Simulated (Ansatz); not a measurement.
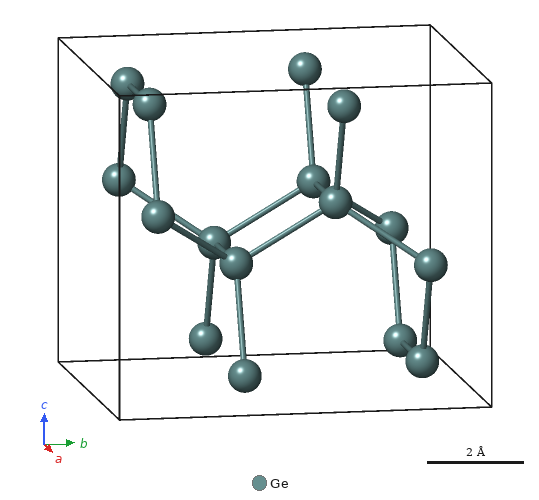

Ball-and-stick representation of a periodic structure, projected slightly off an axis. The parallelepiped is the conventional unit cell.

Ge, space group Cmce (No. 64), a = 6.79 Å, b = 7.91 Å, c = 6.88 Å, α = 90.00°, β = 90.00°, γ = 90.00°.

Electronic-structure method: DFT PBE, scalar-relativistic, plane waves, PAW in Ansatz 0.2.0. Parameters: a 420 eV plane-wave basis, k-points about 0.15 Å⁻¹ apart, Gaussian smearing of 0.1 eV, no spin polarisation.

What does the calculation say: metal or gapped?

A semiconductor at this level, with a gap of 0.25 eV on the k-mesh (the true edges may lie between mesh points, so the gap can be somewhat smaller).

The structure comes from a structure type filled with this element by a generator (whether the element takes this form wasn't checked). It was relaxed at fixed volume with DFT PBE, scalar-relativistic, plane waves, PAW (Ansatz).

At this level of theory the cell isn't at rest (compressed, at 6 GPa), so its distances can differ from those at equilibrium, the more so the softer the solid.
